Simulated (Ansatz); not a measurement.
# Transmission past a defect: W wire along [111], 3 atoms a period, Ti in place of one W, part 2 of 4

What does the defect do to the conductance?

Ansatz 0.2.0; DFT PBE, plane waves, PAW; relaxation of a wire's period (the session's first sound run).

So far. Step 2 (Relaxation of atoms and period): The cell's length comes to 2.616 Å with spin left out.

## 3. The perfect wire

This step: DFT PBE, plane waves, PAW; channels and complex bands of a perfect wire (Ansatz 0.2.0).

At the relaxed period the Bloch states of the perfect wire are found at each energy: those that move forward count the open channels, and those that decay describe how a disturbance dies away inside the wire itself. An energy step of 0.05 eV is too coarse for the program's thermal average, and saves time.

input.yaml reads:

```yaml
crystal:
  lattice:
    - [9.042, 0.0, 0.0]
    - [0.0, 9.388, 0.0]
    - [0.0, 0.0, 2.6160727659]
  atoms:
    - { symbol: W, position: [0.384465915, 0.376474277, 0.002855069] }
    - { symbol: W, position: [0.384465915, 0.623557057, 0.330478265] }
    - { symbol: W, position: [0.607039028, 0.500015667, 0.666666667] }
kpoints:
  mp_grid: { grid: [1, 1, 31] }
scf:
  occupations: { method: fermi_dirac, width: 0.05 }
hamiltonian:
  xc: pbe
output:
  transmission:
    e_range: [-1.5, 1.5]
    de: 0.05
    kmesh: [1, 1]
    reduced_basis: true
    leads: [[0, 0]]
basis:
  ecutwfc: "340 eV"
```

On the command line:

```
$ ansatz run input.yaml --threads 8 --pin off --max-ram 16384MiB --backend cpu --events-out ev --progress --plain --runs-dir out
```

Numbers of over 12 decimals in the logs are rounded to 6 here.

What it wrote:

```text
Warning: basis.ecutwfc = 340 eV is below the records' recommended 420 eV, and the density's cutoff is lower with it unless basis.ecutrho_ratio is high enough to keep the records' density cutoff: compare with a run at a higher cutoff
[...]
Crystal: 3 atoms, lattice volume = 222.069 Å³
Basis set: ecut = 340 eV, 3125 PW (Γ)
Bands: 26, of which v1, the nominal top of the filled ones, is band 21 counted from 1 (20 counted from 0)
Symmetry: 2 space group operations
[...]
k-points: 16 of 31
[...]
SCF iter   1: F=—  HF=-31145.725408 eV  |F-HF|=—  |Δ(HF+E_count)|=         —  Δρ=5.07e-3  dr2=6.66e-2  ethr=1.77e-3  ⟨swp⟩=7.1  Hψ=1959  notcnv=0
[...]
SCF iter   8: F=-31145.722093 eV  HF=-31145.722093 eV  |F-HF|=6.12e-9  |Δ(HF+E_count)|=   1.17e-7  Δρ=3.89e-6  dr2=5.78e-8  ethr=2.38e-10  ⟨swp⟩=3.5  Hψ=1435  notcnv=0
SCF 1 converged in 8 iterations: F = -31145.722093 eV  dr2 = 5.78e-8
[...]
transmission: 3 of 18 steps passed
transmission: 6 of 18 steps passed
[...]
transmission: 18 of 18 steps passed
SCF converged after 8 iterations
Free energy (F): -31145.722093 eV
[...]
Internal energy: -31145.681373 eV  (E = F + TS)
E sigma→0 (E₀):  -31145.701733 eV
Entropy (-TS):   -0.040720 eV (-13.573 meV/atom)
Fermi energy:    1.632303 eV
[...]
--- Band table (eV; the first three rows and the last of 16) ---
  k-point 0: bands = [... 17 lower, -0.4826, -0.1895, 1.2337, 1.2455, 1.6001, 1.6785, 2.6864, 3.1967, ... 1 higher]
  k-point 1: bands = [... 17 lower, -0.4587, -0.1619, 1.1569, 1.2713, 1.4998, 1.7866, 2.6232, 3.1658, ... 1 higher]
  k-point 2: bands = [... 17 lower, -0.4136, -0.0801, 1.0478, 1.1488, 1.4892, 1.9045, 2.4421, 3.0776, ... 1 higher]
  k-point 15: bands = [... 17 lower, -1.0349, 1.7459, 1.9781, 2.0153, 2.4418, 2.6713, 3.8882, 4.0980, ... 1 higher]
--- Transmission ---
  basis      : 607 plane waves across, 3 finite elements along
  points     : 1, standing for a mesh of 1 x 1
  energies   : 61 from -1.500000 to 1.500000 eV about the Fermi level, 0.050000 eV apart; the leads are filled to 0.000000 eV, and channels, transmission and decay are at 0.000000 eV
  crystal 0  : W3, at the sites [0, 0], period 2.6161 Å: whole cells are its period
    offset         : up to 0.0000 Å between an atom of the period and one for which it stands
    channels       : 6.000000e0 a spin
    conductance    : none, the energies end too early or step too widely for 300 K: set another output.transmission.e_range or a lower de, or, where they end at an eighth of basis.ecutwfc, a higher one
```

It took 16 s on 8 threads of Arm Neoverse V2, shared host; peak memory 1.2 GiB.

In the SCF lines HF is the Harris–Foulkes energy and dr2 the Hartree energy of the density residual, in eV; the loop may stop once dr2 is under the threshold and the program's other checks hold. Hψ counts applications of the Hamiltonian.

This step gave:

```
energy at zero smearing                                  : -31145.7017 eV
channels at the energy nearest the Fermi level, one spin : 6
band gap                                                 : 0 eV
```

The open channels of the lead, one spin by energy, zero at the Fermi level:

```csv
energy (eV),"open channels of the lead, one spin"
-1.400,5
-1.200,5
-1.000,5
-0.800,5
-0.600,5
-0.400,5
-0.200,5
0.000,6
0.200,7
0.400,4
0.600,6
0.800,6
1.000,6
1.200,5
1.400,5
```

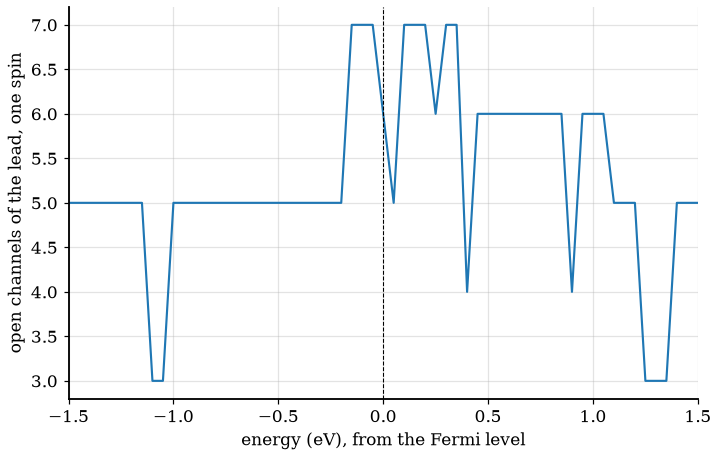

Open channels of the lead, one spin, plotted against energy.

The slowest values at each energy, most degenerate partners merged, listed up to 1.5 1/Å. Table of Im kz of the slowest decaying states by energy, zero at the Fermi level:

| energy (eV) | decay 1 (Å⁻¹) | decay 2 (Å⁻¹) | decay 3 (Å⁻¹) | decay 4 (Å⁻¹) |
| --- | --- | --- | --- | --- |
| -1.5000 | 0.194 | 0.337 | 0.360 | 0.391 |
| -1.2500 | 0.133 | 0.340 | 0.367 | 0.421 |
| -1.0000 | 0.0741 | 0.312 | 0.379 | 0.435 |
| -0.7500 | 0.102 | 0.272 | 0.379 | 0.439 |
| -0.5000 | 0.0879 | 0.208 | 0.369 | 0.435 |
| -0.2500 | 0.0649 | 0.165 | 0.352 | 0.428 |
| 0.0000 | 0.0199 | 0.182 | 0.328 | 0.420 |
| 0.2500 | 0.00686 | 0.177 | 0.299 | 0.419 |
| 0.5000 | 0.155 | 0.166 | 0.278 | 0.423 |
| 0.7500 | 0.112 | 0.266 | 0.302 | 0.423 |
| 1.0000 | 0.0821 | 0.307 | 0.330 | 0.418 |
| 1.2500 | 0.0510 | 0.0753 | 0.134 | 0.290 |
| 1.5000 | 0.147 | 0.201 | 0.254 | 0.391 |

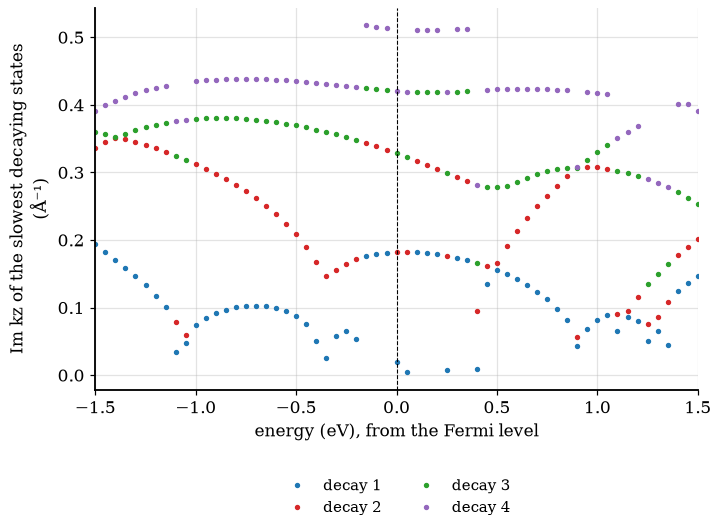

Im kz of the slowest decaying states against energy.

At the computed energy nearest the Fermi level there are 6 channels a spin.

## 4. Relaxing the junction

This step: DFT PBE, plane waves, PAW; relaxation of a junction in a wire, ends held (Ansatz 0.2.0).

System of this step: W wire along [111], 3 atoms a period, Ti in place of one W. The cell holds 27 atoms: 26 W and 1 Ti. Its edges and angles: a = 9.042 Å, b = 9.388 Å, c = 23.545 Å, α = 90.0°, β = 90.0°, γ = 90.0°. Regions: held atoms, 18 atoms (18 W); free atoms, 9 atoms (8 W and 1 Ti). Vacuum lies along a and b. The structure's axis is c.

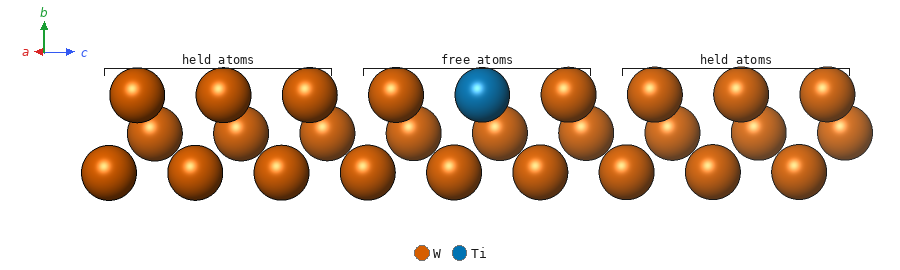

The cell of this step (tungsten orange, titanium blue).

9 atoms at the defect are free to relax, while 18 stay where the perfect wire has them, so that the ends still repeat as a lead. The cutoff is set under the files' recommended one to save time.

input.yaml reads:

```yaml
crystal:
  lattice:
    - [9.042, 0.0, 0.0]
    - [0.0, 9.388, 0.0]
    - [0.0, 0.0, 23.5446548928]
  atoms:
    - { symbol: W, position: [0.384465915, 0.376474277, 0.00031723] }
    - { symbol: W, position: [0.384465915, 0.623557057, 0.036719807] }
    - { symbol: W, position: [0.607039028, 0.500015667, 0.074074074] }
    - { symbol: W, position: [0.384465915, 0.376474277, 0.111428341] }
    - { symbol: W, position: [0.384465915, 0.623557057, 0.147830918] }
    - { symbol: W, position: [0.607039028, 0.500015667, 0.185185185] }
    - { symbol: W, position: [0.384465915, 0.376474277, 0.222539452] }
    - { symbol: W, position: [0.384465915, 0.623557057, 0.258942029] }
    - { symbol: W, position: [0.607039028, 0.500015667, 0.296296296] }
    - { symbol: W, position: [0.384465915, 0.376474277, 0.333650563] }
    - { symbol: W, position: [0.384465915, 0.623557057, 0.370053141] }
    - { symbol: W, position: [0.607039028, 0.500015667, 0.407407407] }
    - { symbol: W, position: [0.384465915, 0.376474277, 0.444761674] }
    - { symbol: Ti, position: [0.384465915, 0.623557057, 0.481164252], spin: 2.0 }
    - { symbol: W, position: [0.607039028, 0.500015667, 0.518518519] }
    - { symbol: W, position: [0.384465915, 0.376474277, 0.555872785] }
    - { symbol: W, position: [0.384465915, 0.623557057, 0.592275363] }
    - { symbol: W, position: [0.607039028, 0.500015667, 0.62962963] }
    - { symbol: W, position: [0.384465915, 0.376474277, 0.666983897] }
    - { symbol: W, position: [0.384465915, 0.623557057, 0.703386474] }
    - { symbol: W, position: [0.607039028, 0.500015667, 0.740740741] }
    - { symbol: W, position: [0.384465915, 0.376474277, 0.778095008] }
    - { symbol: W, position: [0.384465915, 0.623557057, 0.814497585] }
    - { symbol: W, position: [0.607039028, 0.500015667, 0.851851852] }
    - { symbol: W, position: [0.384465915, 0.376474277, 0.889206119] }
    - { symbol: W, position: [0.384465915, 0.623557057, 0.925608696] }
    - { symbol: W, position: [0.607039028, 0.500015667, 0.962962963] }
magnetization:
  spin_polarized: true
kpoints:
  mp_grid: { grid: [1, 1, 1] }
scf:
  occupations: { method: fermi_dirac, width: 0.1 }
hamiltonian:
  xc: pbe
relax:
  constraints:
    - { sites: [0, 1, 2, 3, 4, 5, 6, 7, 8, 18, 19, 20, 21, 22, 23, 24, 25, 26] }
  f_tol: 0.07
  max_steps: 30
basis:
  ecutwfc: "340 eV"
```

What it wrote:

```text
[...]
Crystal: 27 atoms, lattice volume = 1998.619 Å³
Basis set: ecut = 340 eV, 28485 PW (Γ), exchange–correlation on 120×120×288 points (8 copies of the dense FFT grid, shifted against one another)
Bands: 227, of which v1, the nominal top of the filled ones, is band 188 counted from 1 (187 counted from 0)
Symmetry: 1 space group operations
[...]
k-points: 1
[...]
Starting moments: Σ|m| = 2 μB on 1 of 27 sites
[...]
SCF iter   1: F=—  HF=-272460.141739 eV  |F-HF|=—  |Δ(HF+E_count)|=         —  Δρ=2.24e-2 (↑2.19e-2 ↓2.24e-2)  dr2=1.48e2  dr2_m=6.65e-1  M=0.812 μB ∫|m|=1.633 μB  β_m=0.30  ethr=3.10e-3  ⟨swp⟩=9.5  Hψ=1925  notcnv=0
[...]
spin=Collinear: LDOS preconditioning applied to the charge; magnetization (m = ρ↑ − ρ↓) channel mixes plain (no charge-response kernel on spin).
SCF iter   2: F=—  HF=-272433.528844 eV  |F-HF|=—  |Δ(HF+E_count)|=    2.66e1  Δρ=1.23e-2 (↑1.19e-2 ↓1.23e-2)  dr2=3.00e1  dr2_m=4.06e-1  M=0.601 μB ∫|m|=1.634 μB  β_m=0.40  ethr=3.10e-3  ⟨swp⟩=5.0  Hψ=1125  notcnv=0
[...]
SCF iter  16: F=-272428.435621 eV  HF=-272428.435621 eV  |F-HF|=5.35e-7  |Δ(HF+E_count)|=   2.77e-6  Δρ=4.38e-6 (↑4.38e-6 ↓4.23e-6)  dr2=1.24e-6  dr2_m=2.66e-7  M=0.001 μB ∫|m|=0.020 μB  ethr=6.09e-10  ⟨swp⟩=3.0  Hψ=932  notcnv=0
WARN: the starting moments were not kept: the SCF closed with an absolute magnetisation of 1.9e-2 μB, where they sum to 2 μB in size (1 site). That is at most 0.1 of that sum. Measured as dr2_m measures the in/out step, that magnetisation stands 3.2e-6 eV from none, at or under the dr2_threshold of 1.0e-4 eV: it is no larger than a step whose dr2_m would equal this threshold. The system may hold no moment; this SCF s [...]
SCF 1 converged in 16 iterations: F = -272428.435621 eV  dr2 = 1.24e-6
[...]
relax step   1: F+E_penalty+E_count = -272428.43562089 eV  Δ(F+E_penalty+E_count) = +0.000e0 eV  max|allowed force component| = 9.956e-1 eV/Å  Δτ_max = 0.0000 Å  (16 SCF iters, dr2 threshold 1.00e-4 eV, accepted)
[...]
Starting moments: Σ|m| = 2 μB on 1 of 27 sites; this step starts from the density that it was given
[...]
SCF iter   7: F=-272428.523274 eV  HF=-272428.523275 eV  |F-HF|=9.20e-7  |Δ(HF+E_count)|=   2.74e-5  Δρ=9.15e-6 (↑9.15e-6 ↓7.57e-6)  dr2=8.86e-6  dr2_m=5.17e-7  M=0.005 μB ∫|m|=0.016 μB  ethr=1.65e-8  ⟨swp⟩=2.0  Hψ=1448  notcnv=0
the starting moments were not kept: the SCF closed with an absolute magnetisation of 1.6e-2 μB, where they sum to 2 μB in size (1 site). That is at most 0.1 of that sum. Measured as dr2_m measures the in/out step, that magnetisation stands 3.5e-6 eV from none, at or under the dr2_threshold of 6.2e-5 eV: it is no larger than a step whose dr2_m would equal this threshold.
SCF 2 converged in 7 iterations: F = -272428.523274 eV  dr2 = 8.86e-6
relax step   2: F+E_penalty+E_count = -272428.52327401 eV  Δ(F+E_penalty+E_count) = -8.765e-2 eV  max|allowed force component| = 4.356e-1 eV/Å  Δτ_max = 0.1944 Å  (7 SCF iters, dr2 threshold 6.20e-5 eV, accepted)
SCF iter   1: F=—  HF=-272428.543256 eV  |F-HF|=—  |Δ(HF+E_count)|=         —  Δρ=1.05e-3 (↑1.05e-3 ↓1.02e-3)  dr2=6.55e-2  dr2_m=6.53e-3  M=0.001 μB ∫|m|=0.026 μB  β_m=0.65  ethr=2.26e-4  ⟨swp⟩=3.5  Hψ=844  notcnv=0
[...]
SCF iter   7: F=-272428.548881 eV  HF=-272428.548883 eV  |F-HF|=2.57e-6  |Δ(HF+E_count)|=   8.23e-6  Δρ=4.23e-6 (↑4.23e-6 ↓3.60e-6)  dr2=3.48e-6  dr2_m=2.94e-8  M=0.000 μB ∫|m|=0.004 μB  ethr=3.15e-9  ⟨swp⟩=4.5  Hψ=1232  notcnv=0
[...]
SCF 3 converged in 7 iterations: F = -272428.548881 eV  dr2 = 3.48e-6
relax step   3: F+E_penalty+E_count = -272428.54888058 eV  Δ(F+E_penalty+E_count) = -2.561e-2 eV  max|allowed force component| = 1.637e-1 eV/Å  Δτ_max = 0.0479 Å  (7 SCF iters, dr2 threshold 1.19e-5 eV, accepted)
SCF iter   1: F=—  HF=-272428.550295 eV  |F-HF|=—  |Δ(HF+E_count)|=         —  Δρ=3.08e-4 (↑3.06e-4 ↓3.08e-4)  dr2=1.08e-2  dr2_m=6.75e-4  M=-0.001 μB ∫|m|=0.009 μB  β_m=0.65  ethr=1.12e-5  ⟨swp⟩=2.0  Hψ=776  notcnv=0
[...]
SCF iter   8: F=-272428.551916 eV  HF=-272428.551916 eV  |F-HF|=5.47e-9  |Δ(HF+E_count)|=   3.17e-8  Δρ=4.49e-7 (↑4.36e-7 ↓4.49e-7)  dr2=1.68e-8  dr2_m=1.85e-9  M=-0.000 μB ∫|m|=0.002 μB  ethr=2.66e-11  ⟨swp⟩=1.0  Hψ=1490  notcnv=0
[...]
SCF 4 converged in 8 iterations: F = -272428.551916 eV  dr2 = 1.68e-8
relax step   4: F+E_penalty+E_count = -272428.55191569 eV  Δ(F+E_penalty+E_count) = -3.035e-3 eV  max|allowed force component| = 3.406e-2 eV/Å  Δτ_max = 0.0098 Å  (8 SCF iters, accepted)
SCF converged after 8 iterations
Magnetization: -0.0003 μB (187.9998 up, 188.0002 down)
Absolute magnetization: 0.0017 μB (∫|ρ↑−ρ↓|, with the PAW one-centre terms)
[...]
Per-site moments (μB) at R_I (Å): [(-8.047408595521534e-6, 1.020069), (1.1151458826106324e-5, 1.020069), (-8.745159692303805e-7, 1.024532), (1.5855398451009376e-5, 1.020069), (-1.536768364927229e-5, 1.020069), (3.0163137739407674e-5, 1.024532), (-3.135211130719062e-5, 1.020069), (2.5858646041810518e-5, 1.020069), (-3.579347100547636e-5, 1.022578), (3.97192125168542e-5, 1.018188), (-8.893530601857703e-5, 1.018188), (- [...]
Free energy (F): -272428.551916 eV
[...]
Internal energy: -272427.303295 eV  (E = F + TS)
E sigma→0 (E₀):  -272427.927605 eV
Entropy (-TS):   -1.248621 eV (-46.245 meV/atom)
Fermi energy:    1.597304 eV
[...]
--- Forces (eV/Å), atoms counted from 1 ---
  atom   1  W      0.01995278     0.00747288    -0.00074767
  atom   2  W     -0.04410117    -0.00720136     0.02113815
  atom   3  W      0.06693561    -0.00503056     0.00090031
  atom   4  W     -0.01447889    -0.02519398     0.00374729
  atom   5  W     -0.03688666     0.03370469    -0.01633052
  atom   6  W      0.03398332    -0.04719986    -0.01384217
  atom   7  W     -0.00860527     0.00747051     0.03307367
  atom   8  W      0.13035632    -0.14928199     0.15086143
  atom   9  W     -0.16488005     0.20025760    -0.01750078
  atom  10  W      0.02632486    -0.01431566    -0.01832074
  atom  11  W     -0.00454854    -0.01038795     0.03103682
  atom  12  W     -0.01740764    -0.00371764     0.00301006
  atom  13  W      0.02236992    -0.00085526    -0.02997282
  atom  14  Ti    -0.01459080     0.02401866    -0.00009893
  atom  15  W     -0.00434485    -0.02020985     0.02919546
  atom  16  W      0.00584784     0.01739402    -0.00118788
  atom  17  W      0.01151548     0.00019067    -0.03405704
  atom  18  W     -0.00113623    -0.03311288     0.01743132
  atom  19  W     -0.09077603     0.22863022    -0.00784574
  atom  20  W      0.05448571    -0.17685987    -0.13259981
  atom  21  W      0.00693208     0.00785248    -0.02566203
  atom  22  W      0.02280915    -0.05228180     0.00867127
  atom  23  W     -0.00681376     0.04974314     0.02894485
  atom  24  W      0.02824006    -0.00084484    -0.00689817
  atom  25  W     -0.02949485    -0.05585088    -0.00606445
  atom  26  W      0.02595135     0.03475151    -0.01271864
  atom  27  W     -0.01767386    -0.00900860    -0.00416009
  max |Σ_I F_I| component: 1.33e-4 eV/Å
--- Relaxed structure (4 steps of the walk, 4 accepted, 0 SCFs on fresh bases) ---
  F+E_penalty+E_count = -272428.55191569 eV   max|allowed force component| = 3.406e-2 eV/Å
  atoms:
    - { symbol: W, position: [0.384465915, 0.376474277, 0.00031723] }
    - { symbol: W, position: [0.384465915, 0.623557057, 0.036719807] }
    - { symbol: W, position: [0.607039028, 0.500015667, 0.074074074] }
    - { symbol: W, position: [0.384465915, 0.376474277, 0.111428341] }
    - { symbol: W, position: [0.384465915, 0.623557057, 0.147830918] }
    - { symbol: W, position: [0.607039028, 0.500015667, 0.185185185] }
    - { symbol: W, position: [0.384465915, 0.376474277, 0.222539452] }
    - { symbol: W, position: [0.384465915, 0.623557057, 0.258942029] }
    - { symbol: W, position: [0.607039028, 0.500015667, 0.296296296] }
    - { symbol: W, position: [0.385376, 0.376912, 0.334108] }
    - { symbol: W, position: [0.379723, 0.624096, 0.369770] }
    - { symbol: W, position: [0.603453, 0.505274, 0.409458] }
    - { symbol: W, position: [0.384966, 0.380756, 0.443973] }
    - { symbol: Ti, position: [0.375579, 0.638074, 0.481255] }
    - { symbol: W, position: [0.602764, 0.501639, 0.519267] }
    - { symbol: W, position: [0.381021, 0.382132, 0.553894] }
    - { symbol: W, position: [0.386151, 0.627791, 0.592611] }
    - { symbol: W, position: [0.606119, 0.499616, 0.629262] }
    - { symbol: W, position: [0.384465915, 0.376474277, 0.666983897] }
    - { symbol: W, position: [0.384465915, 0.623557057, 0.703386474] }
    - { symbol: W, position: [0.607039028, 0.500015667, 0.740740741] }
    - { symbol: W, position: [0.384465915, 0.376474277, 0.778095008] }
    - { symbol: W, position: [0.384465915, 0.623557057, 0.814497585] }
    - { symbol: W, position: [0.607039028, 0.500015667, 0.851851852] }
    - { symbol: W, position: [0.384465915, 0.376474277, 0.889206119] }
    - { symbol: W, position: [0.384465915, 0.623557057, 0.925609] }
    - { symbol: W, position: [0.607039028, 0.500015667, 0.962962963] }
```

Run time: 31 s. Hardware: 8 threads; peak memory 2.2 GiB; 3.8 min of CPU time.

(Continued in part 3 of 4.)

[Logs are printed without paths, hosts, clocks, repeated set-up lines and the standing remarks that a program may print on its own settings, such as how far it seeks lower states.]

[Hosts, paths, dates, database ids (printed as entryN), source tags and the programs' standing remarks are cut or masked in the printed files.]
